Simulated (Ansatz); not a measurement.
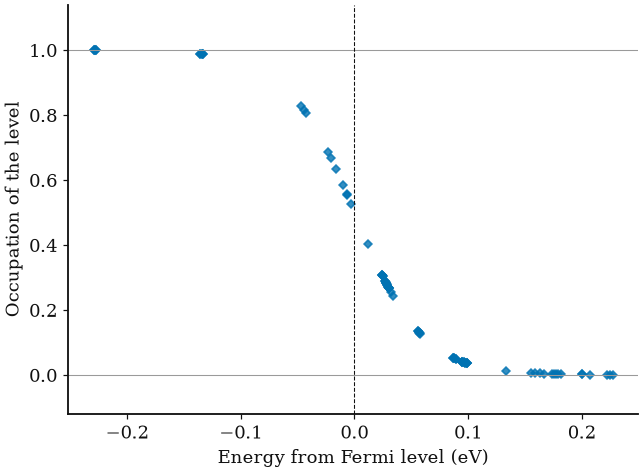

Occupations of the one-electron levels of the k mesh against their energy, from a run on Bi, space group P2_1/m (No. 11), 2 atoms in the cell, with Ansatz.

Q: Name the smearing function and its width.

A: Fermi-Dirac smearing with a width of 0.03 eV. The occupations stay between 0 and 1 and have long exponential tails; the slope at the Fermi level is 1/(4 × width).
